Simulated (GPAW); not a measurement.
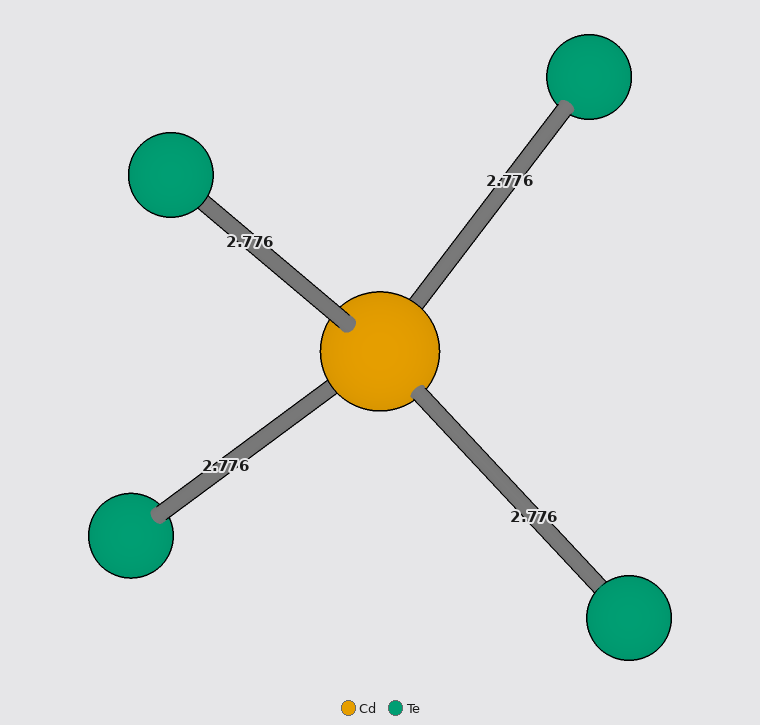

The surroundings of site Cd1 (at 0.000, 0.000, 0.000) in CdTe in space group F-43m, with bond lengths in Å.

Origin of the cell: an entry of the Crystallography Open Database, as set up for an electronic-structure calculation.

```xyz
8
Lattice="6.4100 0.0000 0.0000 0.0000 6.4100 0.0000 0.0000 0.0000 6.4100" Properties=species:S:1:pos:R:3 pbc="T T T"
Te    1.6025    1.6025    1.6025
Cd    0.0000    0.0000    0.0000
Te    1.6025    4.8075    4.8075
Cd    0.0000    3.2050    3.2050
Te    4.8075    1.6025    4.8075
Cd    3.2050    0.0000    3.2050
Te    4.8075    4.8075    1.6025
Cd    3.2050    3.2050    0.0000
```

Bond valence s = exp((R0 − d)/b), R0 fitted to published crystal structures with b = 0.37 Å; R0 in Å: Cd2+–Te 2.556.

### Calculate the bond-valence sum of Cd1 from the bonds drawn.

4 × 0.552 = 2.21 v.u., against a formal valence of 2: overbonded (bonds short for this ion) by 0.21.

### And over the whole structure?

```tsv
site	x, y, z	formal valence	bond-valence sum	difference
Te1	0.250, 0.250, 0.250	−2	2.21	0.21
Cd1	0.000, 0.000, 0.000	+2	2.21	0.21
```

These sums include all anions within 5 Å. The global instability index (root mean square of the differences over all atoms) is 0.21 v.u.: above 0.2, which by the usual rule of thumb marks a strained structure. The cell was not relaxed for this table, and a volume that is off by a few per cent shifts all sums together.
